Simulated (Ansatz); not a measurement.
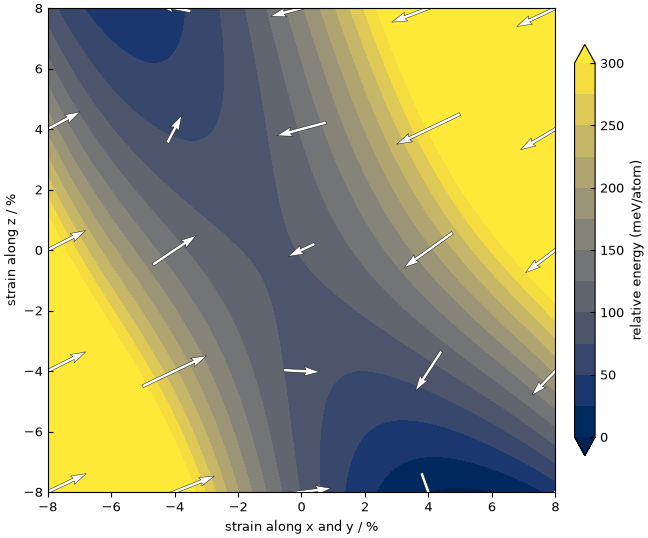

Energy landscape of Mo (Fm-3m, No. 225; 1 atom in the cell). 
- The cell is strained homogeneously, by one strain along x and y and another along z, with fractional coordinates fixed (x, y and z along the cube axes).
- Coordinates scanned: (1) strain along x and y; (2) strain along z.
- Grid: 5 × 5 points.
- Points are written as (first, second).
- All energies are given in meV/atom relative to the lowest grid point.
- The reference cell is the one listed in the database, not relaxed at this level.
- Level of theory: DFT PBE, scalar-relativistic, plane waves, PAW (Ansatz 0.2.0). Settings: cutoff 420 eV, k-mesh 20×20×20, gaussian smearing 0.15 eV, no spin polarisation.

In the figure: filled contours, arrows along the force (downhill), their lengths compressed, one colour for all values above the top of the scale. Between grid points the surface is interpolated. 

### Where are the wells?

The lowest grid point is at (4 %, −8 %). It lies at the edge of the scanned range, so the true minimum may lie outside. The energy also falls towards the edge at (−4 %, 8 %) (44 meV/atom above the lowest), where a further well may lie outside the range. The highest grid point, (−8 %, −8 %), lies 828 meV/atom above the lowest.
